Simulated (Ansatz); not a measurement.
Sn7Se8 (cell with a defect)

Input file:

```
crystal:
  lattice:
    - [0.0, 8.4440215827, 0.0]
    - [-8.4440215827, 0.0, 0.0]
    - [4.2220107914, -4.2220107914, 5.9710971959]
  atoms:
    - { symbol: Sn, position: [0.6250443571, 0.3750443571, 0.2500887142] }
    - { symbol: Sn, position: [0.1250443571, 0.8750443571, 0.2500887142] }
    - { symbol: Sn, position: [0.6250443571, 0.8750443571, 0.2500887142] }
    - { symbol: Sn, position: [0.6249556429, 0.3749556429, 0.7499112858] }
    - { symbol: Sn, position: [0.1249556429, 0.3749556429, 0.7499112858] }
    - { symbol: Sn, position: [0.6249556429, 0.8749556429, 0.7499112858] }
    - { symbol: Sn, position: [0.125, 0.625, 0.5] }
    - { symbol: Se, position: [0.8749675975, 0.6249675975, 0.7499351949] }
    - { symbol: Se, position: [0.3749675975, 0.6249675975, 0.7499351949] }
    - { symbol: Se, position: [0.8749675975, 0.1249675975, 0.7499351949] }
    - { symbol: Se, position: [0.3749675975, 0.1249675975, 0.7499351949] }
    - { symbol: Se, position: [0.3750324025, 0.6250324025, 0.2500648051] }
    - { symbol: Se, position: [0.8750324025, 0.6250324025, 0.2500648051] }
    - { symbol: Se, position: [0.3750324025, 0.1250324025, 0.2500648051] }
    - { symbol: Se, position: [0.8750324025, 0.1250324025, 0.2500648051] }
basis:
  ecutwfc: 420
kpoints:
  mp_grid: { grid: [4, 4, 4] }
hamiltonian:
  xc: pbe
  dispersion: d3bj
scf:
  occupations: { method: gaussian, width: 0.05 }
output:
  forces: true
  stress: true
  eigenvalues: true
  write_density: true
  write_potential: true
  elf: true
  volumetric_format: npy
relax:
  adjacent_minimum: "off"
  f_tol: 0.02
  max_steps: 60
  escape_saddle: false
```

Command:

```sh
ansatz run input.yaml --threads 4 --pin off --max-ram 9216MiB --backend cpu --events-out ev --progress --plain --runs-dir out
```

The fields are those of the relaxed geometry.

These are results of Ansatz 0.2.0, DFT PBE+D3(BJ), scalar-relativistic, plane waves, PAW, not measurements.

Core electrons are frozen (PAW), and the valence fields are smoothed inside the atomic spheres.

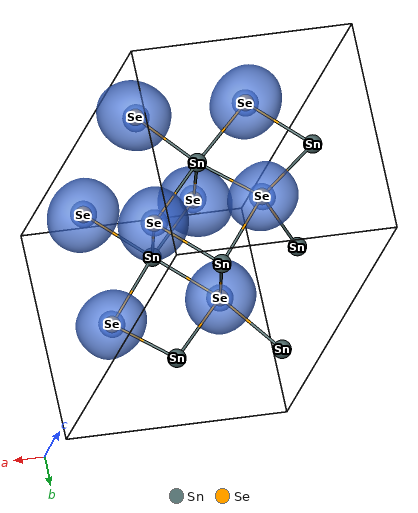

Figure 1. Isosurface of the ELF at 0.6 (blue), seen at an oblique angle. Only the valence region is drawn (cores and ρ < 0.01 e/Å³ removed). Sticks mark near contacts.

Q: Where are the electrons localised?

A: At this value the surface marks out eight regions wrapped around Se (the valence shell of each), counted in one cell of 15 atoms. Any copies at cell faces, edges or corners count once. Profiles from the grid: Sn–Se (2.70 Å): the ELF is about 0.50 at the midpoint. Sn–Se (2.85 Å): the ELF is about 0.50 at the midpoint.

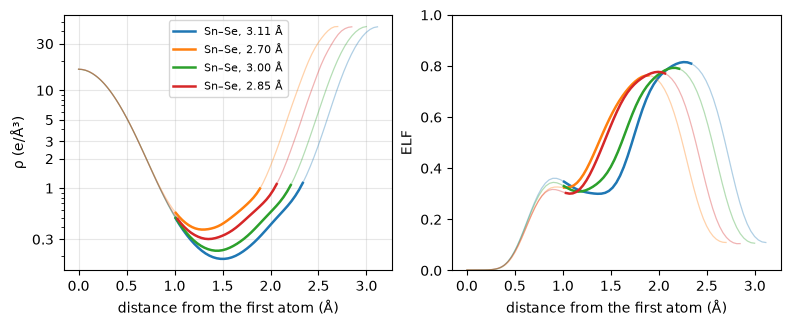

Figure 2. Valence charge density (pseudo) and ELF along straight lines between neighbouring atoms. Thin, pale parts lie inside the atomic spheres.

Q: What can be read from the curves?

A: Sn–Se (3.11 Å): ρ at the midpoint is about 0.19 e/Å³; the ELF is about 0.35 at the midpoint.
Sn–Se (2.70 Å): ρ at the midpoint is about 0.38 e/Å³; the ELF is about 0.50 at the midpoint.
Sn–Se (3.00 Å): the density is about 0.23 e/Å³ at the midpoint; the ELF is about 0.40 at the midpoint.
Sn–Se (2.85 Å): ρ at the midpoint is about 0.31 e/Å³; the ELF is about 0.50 at the midpoint.

Q: Does the calculation make it a metal, or give it a gap?

A: It is gapless in this calculation (a metal or semimetal).
